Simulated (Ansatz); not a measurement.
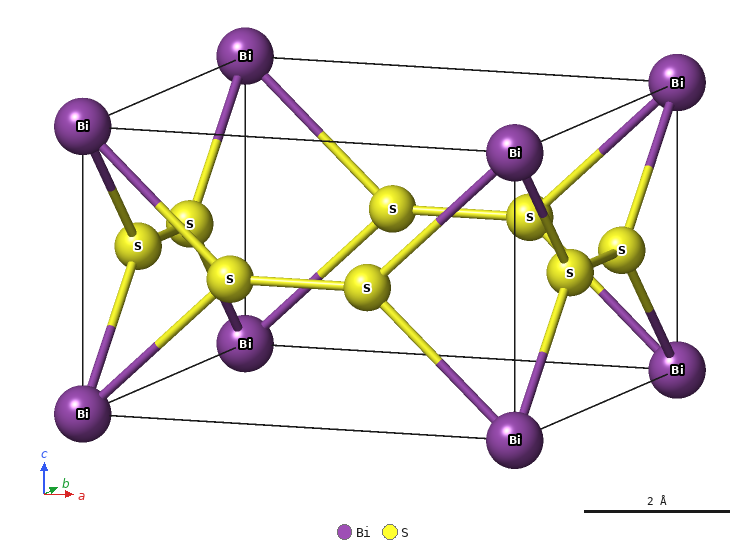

View slightly off an axis, drawn as a ball-and-stick model. One conventional unit cell is framed, with atoms on its boundary repeated. Cell: a = 6.39 Å, b = 6.39 Å, c = 4.03 Å, α = 90.00°, β = 90.00°, γ = 90.00°.

The structure was taken from a random cell made by a generator, so it need not be a real form of the compound. Earlier steps of the study may have refined or changed the cell and positions. It was run through Ansatz as a DFT input.

Notes on the structure:

Answer. It has the composition BiS$_{4}$. The lattice is primitive tetragonal and the space group P4/mmm (No. 123). Cell content 1 Bi, 4 S; Z = 1. Each Bi has eight S in a distorted cubic arrangement at about 3.0 Å. Each S has two Bi and one S (about 3.0 Å to Bi, 2.0 Å to S). The bonds build a three-dimensional framework.

Level of theory and settings: DFT PBE, scalar-relativistic, plane waves, PAW (Ansatz 0.2.0), a 420 eV plane-wave basis, k-grid 6×6×10, Gaussian smearing of 0.1 eV, no spin polarisation.

Predict the gap.

Answer. A metal: bands cross the Fermi level.

List the Bader charges.

Answer. Bi +1.19 e; S -0.30 e.

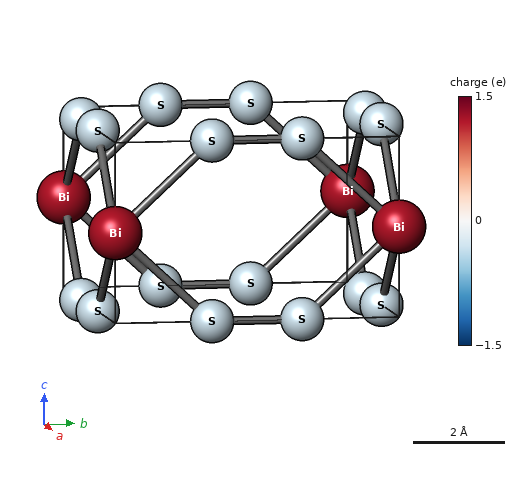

The atoms coloured by those charges. The run's cell of 5 atoms is drawn, so axes and origin can differ from the first picture.

Does this geometry sit at a stationary point of the energy?

Answer. Yes. The largest force is 0.01 eV/Å. The pressure is 0.0 GPa, close to zero.
